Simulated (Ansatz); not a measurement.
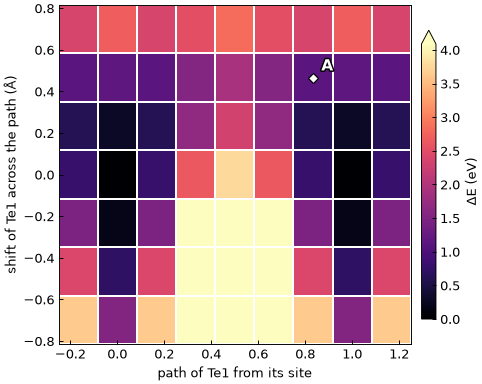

Te₂Mo (P-6m2 phase) with one Te vacancy (11 atoms in the cell, cell charge +2). 
- An atom moved over a plane that holds its own site and a neighbouring vacancy (x along [0 −1 0], y along [−2 −1 0], z along [0 0 −1] of the conventional cell).
- The first coordinate is: path of Te1 from its site (0) to the vacancy (1), 3.495 Å; the second: shift of Te1 across the path, along the Cartesian direction [2 1 0].
- Nothing is relaxed (all other atoms held at the sites of the perfect crystal).
- The grid has 9 × 7 points; 28 points were computed and 35 follow by symmetry.
- Points are written as (first, second).
- Energies: eV per cell, counted from the lowest grid point.
- The cell is charged on a uniform background, without a charge correction.
- Level of theory: Ansatz, DFT PBE+D3(BJ), scalar-relativistic, plane waves, PAW. Settings: cutoff 420 eV, k-mesh 6×6×4, gaussian smearing 0.05 eV, no spin polarisation.

Drawn: one coloured cell a grid point, one colour for all values above the top of the scale, the point A.

**Is A at rest? If not, where is it pushed?**

A, at (0.833, 0.467 Å), is not a stationary point. The computed force is 1.5 eV for each unit of the axis towards larger values of the first coordinate and 3.6 eV for each Å towards smaller values of the second coordinate.

PAW datasets: the set soft_1.
